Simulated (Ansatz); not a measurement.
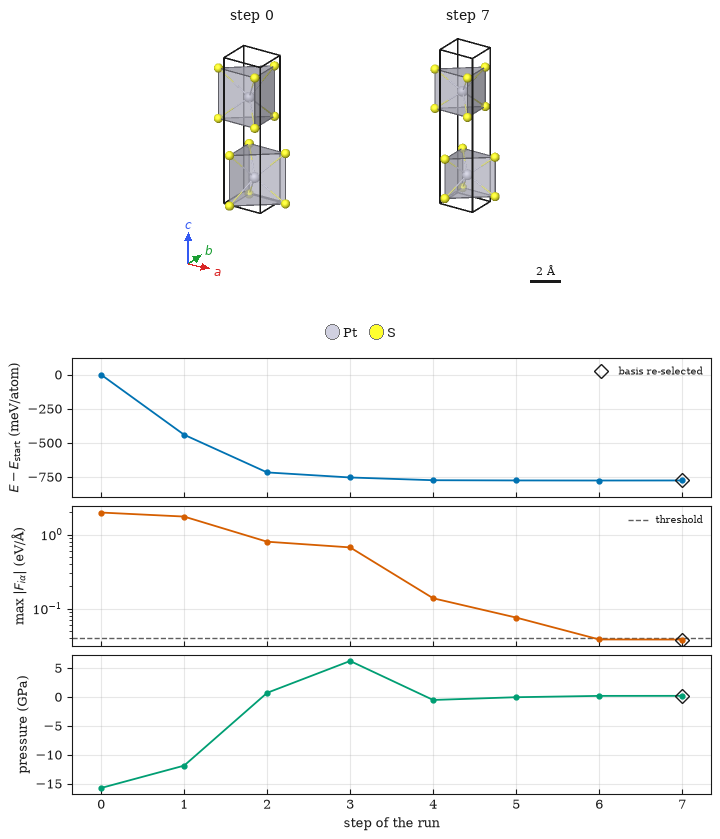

First and last geometry of a relaxation of solid PtS₂ (a generated structure, set up in P6_3mc) (coarse preliminary run), with the history of the run. The picture is a polyhedral view of the cell of the calculation, seen slightly off an axis.

The calculation used DFT PBE, scalar-relativistic, plane waves, PAW (Ansatz). (plane-wave cutoff 420 eV; k-point mesh 6 × 6 × 2; occupations gaussian; smearing width 0.1 eV; no spin polarisation; cell and atoms relaxed; force threshold 0.04 eV/Å; at most 70 steps)

Question: What do the curves and the structures tell?

Answer: It converged. The largest moves relative to the cell, 0.52 Å, are those of S atoms. Largest moves by element: S 0.52 Å, Pt 0.06 Å. The drawn cell changes as follows: a = b 3.911 → 3.503 Å (−10.4 %), c 10.308 → 10.873 Å (+5.5 %); the volume changes by −15.4 %. Near-neighbour distances that change, for instance: S–S 3.562 → 2.779 Å, S–S 2.763 → 3.339 Å, Pt–S 2.938 → 2.462 Å, Pt–S 2.816 → 2.446 Å. Among the angles between lasting bonds that change: S–Pt–S 76.5° → 69.0°, S–Pt–S 83.5° → 90.7°, Pt–S–Pt 83.5° → 90.7°. The space group stays P6_3mc (No. 186). The energy falls by 776 meV per atom in 6 accepted moves (7 points after the start). Largest force component: 2 eV/Å at the start, 0.038 eV/Å at the end. Pressure: −15.74 GPa at the start and 0.19 GPa at the end. At 1 point the geometry stayed and the basis and grid were re-selected for the new cell (energy shift of 0.3 meV per atom at most each time).

| step | E − E(0), meV/atom | largest force component, eV/Å | pressure, GPa | volume, Å³/atom | note |
| --- | --- | --- | --- | --- | --- |
| 0 | 0.00 | 1.9803 | -15.74 | 22.756 |  |
| 1 | -440.43 | 1.7475 | -11.87 | 19.796 |  |
| 2 | -716.78 | 0.7993 | 0.71 | 17.728 |  |
| 3 | -753.85 | 0.6695 | 6.22 | 18.205 |  |
| 4 | -774.00 | 0.1375 | -0.52 | 19.145 |  |
| 5 | -775.57 | 0.0754 | -0.05 | 19.156 |  |
| 6 | -776.11 | 0.0382 | 0.18 | 19.260 |  |
| 7 | -775.78 | 0.0381 | 0.19 | 19.260 | same geometry, new basis |

Limits of the set-up: layers or molecules are held without a dispersion correction, so their spacing is unreliable.
